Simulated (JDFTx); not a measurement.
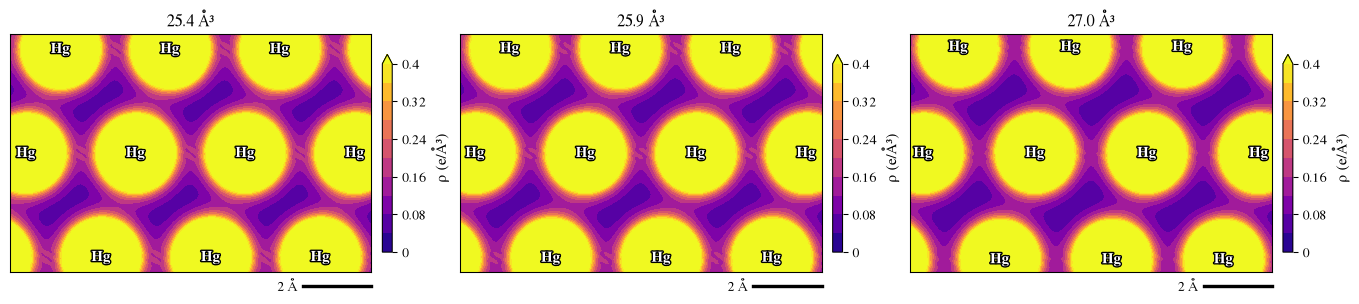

Hg. The valence electron density of cells scaled evenly to different volumes (given per atom above each panel), on the (11̄0) plane of each (indices in the axes of the cell below), at one length scale and on one colour scale.

A structure from a database of computed crystals, not necessarily the ambient phase.

Theory: JDFTx, Kohn-Sham DFT of a periodic cell, PBE, PseudoDojo-SR-PBE-0.5-standard.

The largest cell:

```xyz
1
Lattice="-1.8892 1.8892 1.9295 1.8892 -1.8892 1.9295 1.8892 1.8892 -1.9295" Properties=species:S:1:pos:R:3 pbc="T T T"
Hg    0.0000    0.0000    1.9295
```

| volume (Å³/atom) | Hg–Hg contact in the plane (Å) | ρ at its midpoint (e/Å³) | pressure (GPa) | 
| --- | --- | --- | --- |
| 25.39 | 3.207 | 0.152 | 2.7 | 
| 25.93 | 3.230 | 0.145 | 2.1 | 
| 26.47 | 3.252 | ? | ? | 
| 27.01 | 3.274 | 0.134 | 1.3 | 
| 27.55 | 3.296 | 0.129 | 1.0 | 

What values belong in the row with question marks?

Answer. Over the known rows ln ρ falls by 1.83 per Å of Hg–Hg distance (a least-squares line), which gives 0.140 e/Å³ at 3.252 Å; the calculation gives 0.139 e/Å³. For the pressure, a straight line in volume between the neighbouring rows gives 1.7 GPa; the calculation gives 1.7.
